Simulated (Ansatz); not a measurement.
TaN: single-point calculation (part 1 of 2)

- system: TaN (P-62m, 54 atoms in the cell)
- method: DFT PBE, scalar-relativistic, plane waves, PAW, no spin polarisation (Ansatz 0.2.0)

The structure derives from an entry of the Crystallography Open Database.

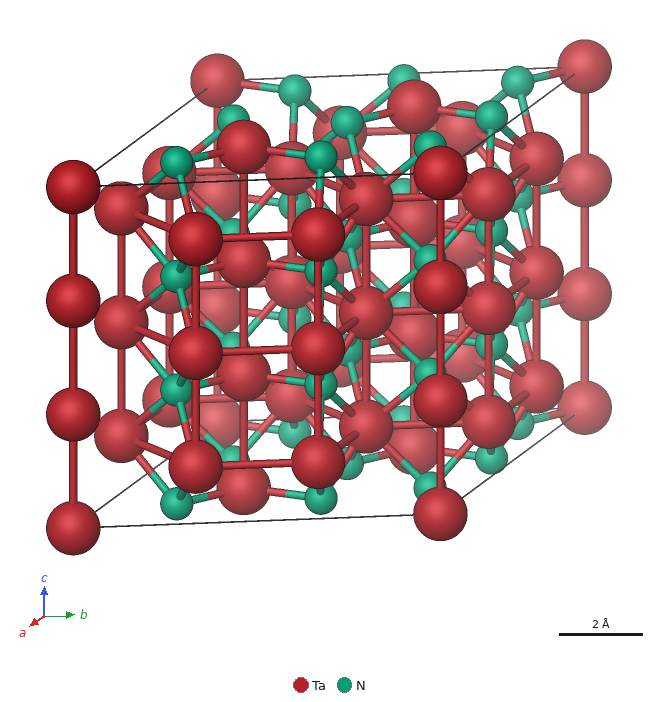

**Figure 1.** The structure (ball-and-stick view of the cell of the calculation, seen slightly off an axis). An atom can appear more than once, as a periodic image.

Summary:

- outcome: converged
- space group (tolerance 0.01 Å): P-62m (189)
- electrons treated: 486
- free energy: −278601.6591 eV
- Fermi energy: 19.627 eV
- gap on the k-point mesh: none (metallic)
- largest force (length of the vector): 0.050 eV/Å
- hardware: 8 threads of Arm Neoverse V2, 24 GiB of memory available, shared host
- wall time: 14 s (CPU time 1.8 min)
- peak memory: 4.5 GiB

Notes:

Warnings of the run: the structure was made exactly symmetric. Spin–orbit coupling is left out, which matters for Ta.

Input:
```yaml
crystal:
  lattice:
    - [7.794, 4.499868, 0.0]
    - [-7.794, 4.499868, 0.0]
    - [0.0, 0.0, 8.733]
  atoms:
    - { symbol: Ta, position: [0.333333, 0.333333, 0.166667] }
    - { symbol: Ta, position: [0.333333, 0.333333, 0.5] }
    - { symbol: Ta, position: [0.333333, 0.333333, 0.833333] }
    - { symbol: Ta, position: [0.666667, 0.0, 0.166667] }
    - { symbol: Ta, position: [0.666667, 0.0, 0.5] }
    - { symbol: Ta, position: [0.666667, 0.0, 0.833333] }
    - { symbol: Ta, position: [0.0, 0.666667, 0.166667] }
    - { symbol: Ta, position: [0.0, 0.666667, 0.5] }
    - { symbol: Ta, position: [0.0, 0.666667, 0.833333] }
    - { symbol: Ta, position: [0.333333, 1.0, 0.166667] }
    - { symbol: Ta, position: [0.333333, 1.0, 0.5] }
    - { symbol: Ta, position: [0.333333, 1.0, 0.833333] }
    - { symbol: Ta, position: [0.666667, 0.666667, 0.166667] }
    - { symbol: Ta, position: [0.666667, 0.666667, 0.5] }
    - { symbol: Ta, position: [0.666667, 0.666667, 0.833333] }
    - { symbol: Ta, position: [0.0, 0.333333, 0.166667] }
    - { symbol: Ta, position: [0.0, 0.333333, 0.5] }
    - { symbol: Ta, position: [0.0, 0.333333, 0.833333] }
    - { symbol: Ta, position: [0.0, 0.0, 0.0] }
    - { symbol: Ta, position: [0.0, 0.0, 0.333333] }
    - { symbol: Ta, position: [0.0, 0.0, 0.666667] }
    - { symbol: Ta, position: [0.333333, 0.666667, 0.0] }
    - { symbol: Ta, position: [0.333333, 0.666667, 0.333333] }
    - { symbol: Ta, position: [0.333333, 0.666667, 0.666667] }
    - { symbol: Ta, position: [0.666667, 0.333333, 0.0] }
    - { symbol: Ta, position: [0.666667, 0.333333, 0.333333] }
    - { symbol: Ta, position: [0.666667, 0.333333, 0.666667] }
    - { symbol: "N", position: [0.13095, 0.86905, 0.0] }
    - { symbol: "N", position: [0.13095, 0.86905, 0.333333] }
    - { symbol: "N", position: [0.13095, 0.86905, 0.666667] }
    - { symbol: "N", position: [0.464283, 0.535717, 0.0] }
    - { symbol: "N", position: [0.464283, 0.535717, 0.333333] }
    - { symbol: "N", position: [0.464283, 0.535717, 0.666667] }
    - { symbol: "N", position: [0.797617, 0.202383, 0.0] }
    - { symbol: "N", position: [0.797617, 0.202383, 0.333333] }
    - { symbol: "N", position: [0.797617, 0.202383, 0.666667] }
    - { symbol: "N", position: [0.404767, 0.202383, 0.0] }
    - { symbol: "N", position: [0.404767, 0.202383, 0.333333] }
    - { symbol: "N", position: [0.404767, 0.202383, 0.666667] }
    - { symbol: "N", position: [0.7381, 0.86905, 0.0] }
    - { symbol: "N", position: [0.7381, 0.86905, 0.333333] }
    - { symbol: "N", position: [0.7381, 0.86905, 0.666667] }
    - { symbol: "N", position: [0.071433, 0.535717, 0.0] }
    - { symbol: "N", position: [0.071433, 0.535717, 0.333333] }
    - { symbol: "N", position: [0.071433, 0.535717, 0.666667] }
    - { symbol: "N", position: [0.13095, 0.2619, 0.0] }
    - { symbol: "N", position: [0.13095, 0.2619, 0.333333] }
    - { symbol: "N", position: [0.13095, 0.2619, 0.666667] }
    - { symbol: "N", position: [0.464283, 0.928567, 0.0] }
    - { symbol: "N", position: [0.464283, 0.928567, 0.333333] }
    - { symbol: "N", position: [0.464283, 0.928567, 0.666667] }
    - { symbol: "N", position: [0.797617, 0.595233, 0.0] }
    - { symbol: "N", position: [0.797617, 0.595233, 0.333333] }
    - { symbol: "N", position: [0.797617, 0.595233, 0.666667] }
basis:
  ecutwfc: 420
  fft_grid_basis: typed
kpoints:
  mp_grid: { grid: [3, 3, 2] }
hamiltonian:
  xc: pbe
  pseudopotentials: { kind: paw }
scf:
  occupations: { method: gaussian, width: 0.05 }
output:
  forces: true
  stress: false
  eigenvalues: true
  bader: false
  write_density: true
  volumetric_format: npy
```

Run as:
```bash
ansatz run input.yaml --threads 8 --pin off --max-ram 16384MiB --backend cpu --events-out ev --progress --plain --runs-dir out
```

What the program printed:
```
Warning: the atoms were moved onto the symmetric positions of the space group found under crystal.symmetry.tolerance 1.0e-5 (fractional; no operation is sought that the atoms, as they stand in a round, miss by more than twice it, and no atom is moved by as much as it), and the run uses the moved positions. Before a round's move an operation carried an atom to 1.19e-5 Å from where it should land, the largest such distance. Atom 22 (counting from 0) moved farthest, by 5.96e-6 Å; the longest move in fractions of the cell, of whichever atom, is 0.05 of the tolerance, in 1 round. To run the atoms as typed, lower crystal.symmetry.tolerance until the operations that they miss are no longer found, or set crystal.symmetry.detect: false (a key that needs symmetry detection or time reversal refuses this as the deck is read). The positions used, in the order of the run's atom list: position: [0.33333333333333337, 0.33333333333333337, 0.16666666666666666]; position: [0.33333333333333337, 0.33333333333333337, 0.5]; position: [0.33333333333333337, 0.33333333333333337, 0.8333333333333333]; position: [0.6666666666666666, 0.0, 0.16666666666666666]; position: [0.6666666666666666, 0.0, 0.5]; position: [0.6666666666666666, 0.0, 0.8333333333333333]; position: [0.0, 0.6666666666666666, 0.16666666666666666]; position: [0.0, 0.6666666666666666, 0.5]; position: [0.0, 0.6666666666666666, 0.8333333333333333]; position: [0.33333333333333337, 1.0, 0.16666666666666666]; position: [0.33333333333333337, 1.0, 0.5]; position: [0.33333333333333337, 1.0, 0.8333333333333333]; position: [0.6666666666666666, 0.6666666666666666, 0.16666666666666666]; position: [0.6666666666666666, 0.6666666666666666, 0.5]; position: [0.6666666666666666, 0.6666666666666666, 0.8333333333333333]; position: [0.0, 0.33333333333333337, 0.16666666666666666]; position: [0.0, 0.33333333333333337, 0.5]; position: [0.0, 0.33333333333333337, 0.8333333333333333]; position: [0.0, 0.0, 0.0]; position: [0.0, 0.0, 0.3333333333333333]; position: [0.0, 0.0, 0.6666666666666666]; position: [0.3333333333333333, 0.6666666666666666, 0.0]; position: [0.3333333333333333, 0.6666666666666666, 0.3333333333333333]; position: [0.3333333333333333, 0.6666666666666666, 0.6666666666666666]; position: [0.6666666666666666, 0.33333333333333337, 0.0]; position: [0.6666666666666666, 0.33333333333333337, 0.3333333333333333]; position: [0.6666666666666666, 0.33333333333333337, 0.6666666666666666]; position: [0.13095, 0.86905, 0.0]; position: [0.13095, 0.86905, 0.3333333333333333]; position: [0.13095, 0.86905, 0.6666666666666666]; position: [0.4642833333333334, 0.5357166666666666, 0.0]; position: [0.4642833333333334, 0.5357166666666666, 0.3333333333333333]; position: [0.4642833333333334, 0.5357166666666666, 0.6666666666666666]; position: [0.7976166666666666, 0.20238333333333333, 0.0]; position: [0.7976166666666666, 0.20238333333333333, 0.3333333333333333]; position: [0.7976166666666666, 0.20238333333333333, 0.6666666666666666]; position: [0.40476666666666666, 0.20238333333333333, 0.0]; position: [0.40476666666666666, 0.20238333333333333, 0.3333333333333333]; position: [0.40476666666666666, 0.20238333333333333, 0.6666666666666666]; position: [0.7381, 0.86905, 0.0]; position: [0.7381, 0.86905, 0.3333333333333333]; position: [0.7381, 0.86905, 0.6666666666666666]; position: [0.07143333333333331, 0.5357166666666666, 0.0]; position: [0.07143333333333331, 0.5357166666666666, 0.3333333333333333]; position: [0.07143333333333331, 0.5357166666666666, 0.6666666666666666]; position: [0.13095, 0.2619, 0.0]; position: [0.13095, 0.2619, 0.3333333333333333]; position: [0.13095, 0.2619, 0.6666666666666666]; position: [0.4642833333333334, 0.9285666666666667, 0.0]; position: [0.4642833333333334, 0.9285666666666667, 0.3333333333333333]; position: [0.4642833333333334, 0.9285666666666667, 0.6666666666666666]; position: [0.7976166666666666, 0.5952333333333333, 0.0]; position: [0.7976166666666666, 0.5952333333333333, 0.3333333333333333]; position: [0.7976166666666666, 0.5952333333333333, 0.6666666666666666]; The lattice was moved too: crystal.lattice keeps the space group found at crystal.symmetry.tolerance 1.0e-5 only nearly: the operation that it misses by the most changes a squared length by the fraction 7.45e-10. The run uses the lattice that is a stretch of the typed one, with no rotation, onto the one that keeps every operation to a double's rounding (on a very oblique basis the stretch itself rounds by more); the deck's lattice vector that moved farthest moved by 1.94e-9 Å. To run the lattice as typed, set crystal.symmetry.detect: false, as for the atoms. crystal.lattice made exact, in Å and degrees: [[7.794000001676674, 4.499867999031972, 0.0], [-7.794000001676674, 4.499867999031972, 0.0], [0.0, 0.0, 8.733]]. Pasted over the deck's crystal.lattice, beside positions in fractional coordinates, it runs the same cell (given as lengths and angles, that cell in the form's own orientation, a rigid turn of the misfit's size from the one run here, for which a checkpoint.post_process_only pass over this run's state can be refused: where this run relaxes nothing, give such a pass this deck's own crystal.lattice, as typed; behind a relaxation, as crystal.lattice, the state's own cell, identity.cell in its checkpoint.json), and a matrix so pasted ends this notice, except on a very skew basis of the lattice, where the rounding of the pasted numbers themselves can read as a misfit: the cell is then moved again, and that move is told again. The lattice as run is in this notice's lattice.as_run_ang field (Run.prep()["deck_notices"] in Python, the deck_notice line of an events file, deck_notices of ansatz run --dry-run=json, or deck_notices in record.json in the deck's checkpoint.write directory).
Engine: ansatz 0.2.0, aarch64-unknown-linux-gnu
Pseudopotentials: kind: paw
Pseudopotential: Ta, paw, valence charge 13, recommended cutoff 420 eV (normal), Ta.paw.azcp
Pseudopotential: N, paw, valence charge 5, recommended cutoff 420 eV (normal), N.paw.azcp
Functional definition: PBE
  parameter kappa = 0.804
  parameter beta = 0.06672455060314922
  exchange = pbe_x(kappa = kappa, mu = beta*pi^2/3)
  correlation = pbe_c(beta = beta)
Crystal: 54 atoms, lattice volume = 612.567 Å³
Basis set: ecut = 420 eV, 11897 PW (Γ), exchange–correlation on 128×128×120 points (8 copies of the dense FFT grid, shifted against one another)
Bands: 297, of which v1, the nominal top of the filled ones, is band 243 counted from 1 (242 counted from 0)
Symmetry: 108 space group operations
Space group: P-62m (ITA 189), of the structure as read, at distance tolerance 8.5e-5 Å
k-points: 6 of 18 (time reversal used)
Non-local potential: Ta, projectors of the file, l = 0: 3, l = 1: 2, l = 2: 2, l = 3: 1
Non-local potential: N, projectors of the file, l = 0: 2, l = 1: 2, l = 2: 1
PAW form: soft (Blöchl's): semilocal exchange-correlation on the pseudo side does not see the compensation charge
PAW one-centre angular grid: Ta, 590 points (default); XC on 64 Gauss nodes
PAW one-centre angular grid: N, 110 points (default); XC on 64 Gauss nodes
Initial density: superposition of atomic densities (neutral atoms: chi_scale 0, normalization atom), corrected by the library's trained network
Initial wavefunctions: pseudopotential atomic-orbital guess
Functional: x = pbe(κ = 0.804, μ = 0.2195149727645171), c = pbe(β = 0.06672455060314922)
SCF iter   1: F=—  HF=-278601.688834 eV  |F-HF|=—  |Δ(HF+E_count)|=         —  Δρ=8.70e-3  dr2=3.91e-1  ethr=1.77e-3  ⟨swp⟩=6.0  Hψ=6738  notcnv=0  defer=111
preconditioner: auto → Resta (q_TF=auto, 2.625 Å⁻¹)  ε∞=7.7  [insulator: Δε(μ)=0.294 eV  Ē_g=9.557 eV  σ=0.050 eV  W_gap=0.67  n_scr=198 (ndim 8)  ℏωp=24.7 eV  f_vac=0.000  D(μ)=23.21/eV (n_scr^D=198)  ε∞_Penn≈7.7]
SCF iter   2: F=—  HF=-278601.658346 eV  |F-HF|=—  |Δ(HF+E_count)|=   3.05e-2  Δρ=4.67e-3  dr2=9.98e-2  ethr=8.05e-5  ⟨swp⟩=2.0  Hψ=2205  notcnv=0  defer=156
SCF iter   3: F=—  HF=-278601.658526 eV  |F-HF|=—  |Δ(HF+E_count)|=   1.80e-4  Δρ=9.41e-4  dr2=4.36e-3  ethr=2.05e-5  ⟨swp⟩=2.0  Hψ=2142  notcnv=0  defer=67
automatic band count: iteration 3 solves 281 bands in place of 297: the levels show a gap, and the empty bands left out lie too high to hold charge; the band table lists the bands solved (type scf.n_extra_bands for more)
SCF iter   4: F=—  HF=-278601.658562 eV  |F-HF|=—  |Δ(HF+E_count)|=   3.55e-5  Δρ=1.78e-4  dr2=1.36e-4  ethr=8.96e-7  ⟨swp⟩=2.0  Hψ=2203  notcnv=0  defer=67
SCF iter   5: F=—  HF=-278601.658389 eV  |F-HF|=—  |Δ(HF+E_count)|=   1.73e-4  Δρ=2.93e-5  dr2=3.39e-6  ethr=2.79e-8  ⟨swp⟩=2.0  Hψ=2283  notcnv=0  defer=67
SCF iter   6: F=—  HF=-278601.659104 eV  |F-HF|=—  |Δ(HF+E_count)|=   7.15e-4  Δρ=4.87e-6  dr2=1.15e-7  ethr=6.98e-10  ⟨swp⟩=2.0  Hψ=2678  notcnv=0  defer=67
SCF iter   7: F=-278601.659104 eV  HF=-278601.659104 eV  |F-HF|=5.24e-10  |Δ(HF+E_count)|=   1.53e-8  Δρ=6.92e-7  dr2=1.83e-9  ethr=2.06e-11  ⟨swp⟩=10.7  Hψ=6602  notcnv=0
SCF 1 converged in 7 iterations: F = -278601.659104 eV  dr2 = 1.83e-9
  greatest PAW one-centre occupation: 1.000 electrons in one spin orbital (limit 2), on the Ta atom at site 26 (counted from 0), in its partial waves of l = 0
```

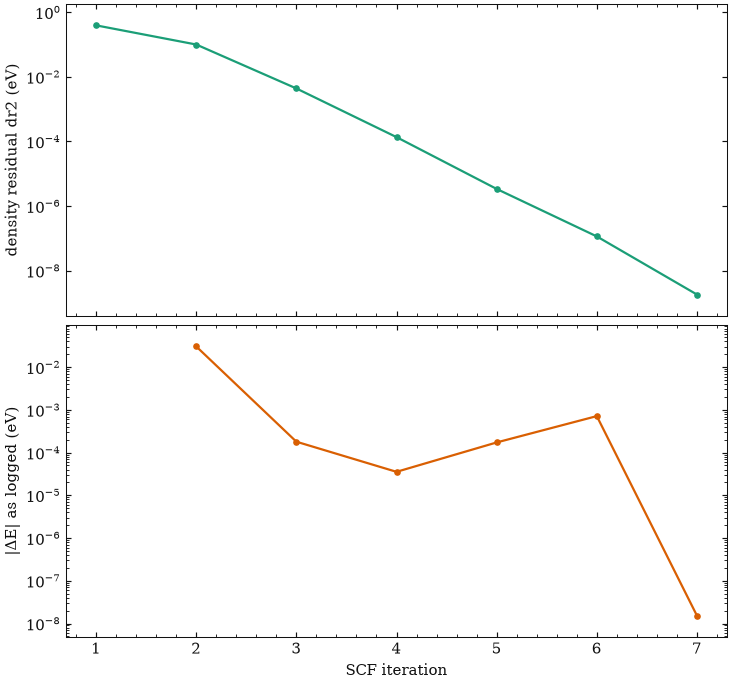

**Figure 2.** Convergence of the self-consistent field: density residual dr2 and size of the energy change against the SCF iteration. The residual falls at every step.

```
SCF converged after 7 iterations
Free energy (F): -278601.659104 eV
Harris-Foulkes:  -278601.659104 eV  (|F-HF|=5.24e-10)
Internal energy: -278601.629164 eV  (E = F + TS)
E sigma→0 (E₀):  -278601.644134 eV
Entropy (-TS):   -0.029940 eV (-0.554 meV/atom)
Fermi energy:    19.626957 eV
--- Per-component energies (eV) ---
  E_band       = -1961.250301
  E_kinetic    = 13490.144251
  E_local      = -18277.881974  (includes V_loc(G=0)·N_el)
  E_nonlocal   = 1622.671350
  E_hartree    = 6203.820113
  E_xc         = -7553.789426
  E_vxc        = -7617.269503  (∫ρ·V_xc dr)
  E_paw        = -230158.450758  (= ΣΔE_a)
  E_vpaw       = -3586.560870  (= ΣTr[D̂ρ^β])
  E_aug_tail   = 0.007727  (compensation charges beyond the density's cutoff)
  E_ewald      = -43928.150447
  E_smearing   = -0.029940  (= −TS)
  E_closure    = -0.000000  (closes the sum)
  Σ components = -278601.659104   (vs F -278601.659104, Δ=0.00e0)
```
